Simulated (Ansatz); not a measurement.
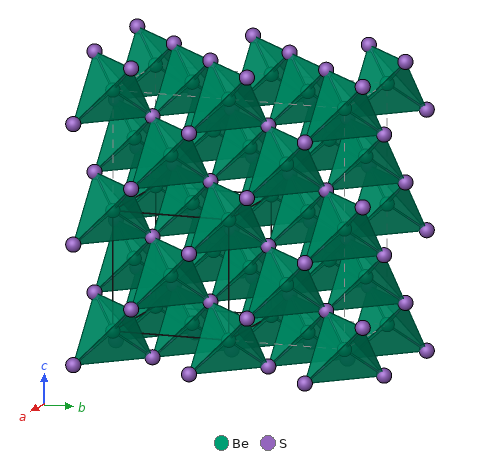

Polyhedra are drawn about Be (bonds: Be–S below 2.4 Å); other atoms are plain spheres.

BeS (space group F-43m, No. 216). Coordinates: the input geometry of an electronic-structure calculation (not necessarily at equilibrium); the starting structure was generated, so it need not be a known form of this composition.

Sharing among the drawn polyhedra:

```tsv
site	polyhedron	corner-sharing neighbours	edge-sharing	face-sharing	bond (Å)
Be	BeS4 tetrahedron	12	0	0	2.11
```

They form a three-dimensional framework of corner-sharing tetrahedra.
